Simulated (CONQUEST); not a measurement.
**Nb: 7 runs along one coordinate**

System: Nb (Im-3m, 2 atoms in the cell).
Method: Kohn-Sham DFT of a periodic cell, PBE, PseudoDojo NC PBE, no spin polarisation (CONQUEST 1.3).

The 7 runs differ only in the geometry, by an even scaling of the cell at fixed fractional positions. The structure derives from an entry of the Crystallography Open Database.

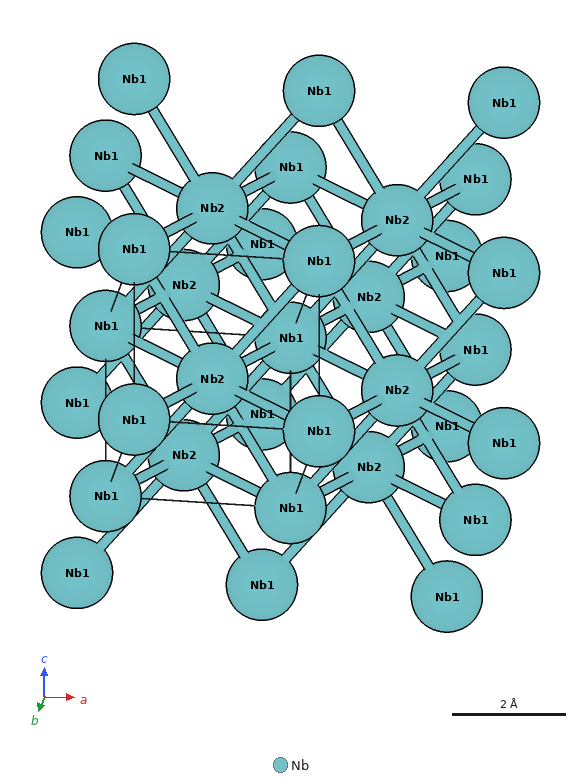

Figure 1. The structure of run 4 (ball-and-stick view of the cell of the calculation, repeated 2 × 2 × 2, seen at an oblique angle; atoms are numbered from 1 in the order of the input).

## Input of run 4
```
IO.Title Nb
IO.Coordinates coords.dat
IO.FractionalAtomicCoords T
IO.Iprint 2
IO.Iprint_init 1
General.NumberOfSpecies 1
General.PseudopotentialType hamann
AtomMove.TypeOfRun static
AtomMove.FullStress T
Grid.PointsAlongX 32
Grid.PointsAlongY 32
Grid.PointsAlongZ 32
DM.SolutionMethod diagon
Diag.MPMesh T
Diag.GammaCentred T
Diag.MPMeshX 8
Diag.MPMeshY 8
Diag.MPMeshZ 8
Diag.kT 0.00183747
minE.SCTolerance 1e-6
SC.MaxIters 100
IO.AtomChargeOutput T
%block ChemicalSpeciesLabel
1 92.910 Nb
%endblock
```

Command:
```bash
Conquest
```

Lattice vectors (Å) and fractional positions of run 4:
```
   3.327900    0.000000    0.000000
   0.000000    3.327900    0.000000
   0.000000    0.000000    3.327900
Nb  0.000000  0.000000  0.000000
Nb  0.500000  0.500000  0.500000
```

Run 5 has the same physical settings and fractional positions; its lattice vectors (Å) are:
```
   3.349940    0.000000    0.000000
   0.000000    3.349940    0.000000
   0.000000    0.000000    3.349940
```

## Results, with one run withheld

| run | volume per atom (Å³) | free energy per atom, from the lowest run given (meV) | pressure (GPa) |
| --- | --- | --- | --- |
| 1 | 17.322 | 26.86 | 9.82 |
| 2 | 17.691 | 9.27 | 5.59 |
| 3 | 18.060 | 0.00 | 2.29 |
| 4 | 18.428 | 0.39 | −1.85 |
| 5 | 18.797 | ? | ? |
| 6 | 19.165 | 21.21 | −8.13 |
| 7 | 19.534 | 42.22 | −10.21 |

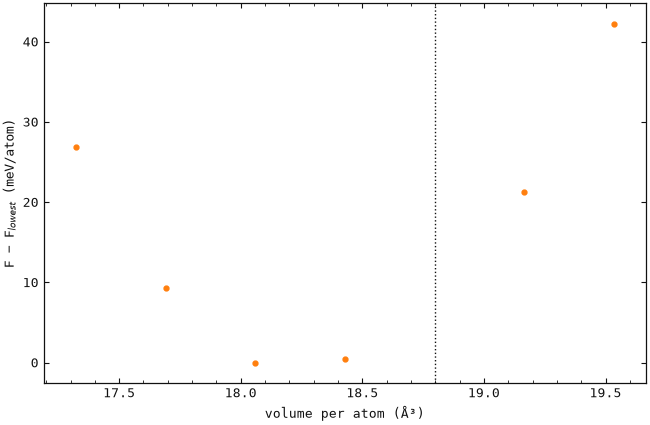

Figure 2. Free energy per atom of the runs given; the dotted line marks run 5.

Estimate the energy of run 5 from the others.

A cubic polynomial in V^(−2/3) (the Birch–Murnaghan form), fitted to the 6 runs given, misses them by at most 0.41 meV per atom. With x = V^(−2/3) − 0.14380 Å⁻², it reads F = −0.63172 − 841.63 x + 1.0552e+06 x² − 3.2666e+06 x³ (meV per atom). At run 5 it gives 7.21 meV per atom, and the run itself gives 7.65. The slope of the fit gives a pressure −dF/dV of −4.70 GPa there, and the run prints −4.27 GPa. The two needn't agree exactly: the fit is approximate, and the printed stress is taken on a finite basis. The fit has its minimum at 18.262 Å³ per atom, where V d²F/dV² gives 170 GPa: the bulk modulus at this level, since symmetry fixes the shape and the positions.

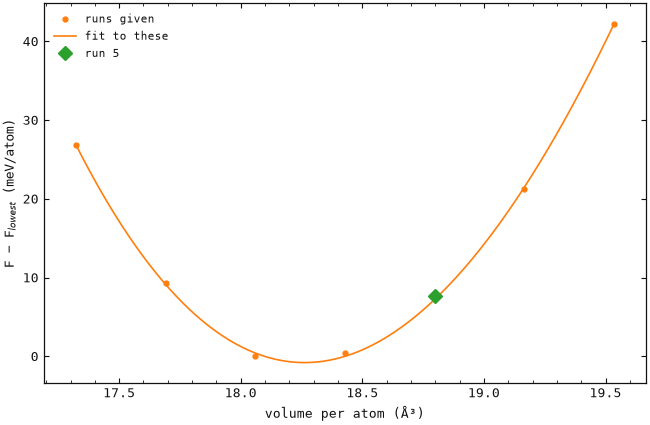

Figure 3. The fit and the withheld run.

## Some lines of the output (run 5)
```
[...]
          DFT Total Energy                 :      -124.514870809196850 Ha
          Free Energy (E-TS)               :      -124.548566139771822 Ha
          DFT Total Energy                 :      -124.545650652698114 Ha
          Free Energy (E-TS)               :      -124.547393821022098 Ha
          DFT Total Energy                 :      -124.546473440383707 Ha
          Free Energy (E-TS)               :      -124.547374644471788 Ha
          DFT Total Energy                 :      -124.546477115686656 Ha
          Free Energy (E-TS)               :      -124.547375061091302 Ha
          DFT Total Energy                 :      -124.546478495275863 Ha
          Free Energy (E-TS)               :      -124.547374831388368 Ha
          DFT Total Energy                 :      -124.546477947367833 Ha
      | Free Energy as E-TS      =      -124.547374831388368 Ha
      |* DFT total energy        =      -124.546477947367833 Ha
    force: Average pressure:     -4.27472034 GPa
```

Notes: With a small basis of atomic orbitals these values can differ much from converged plane-wave results.
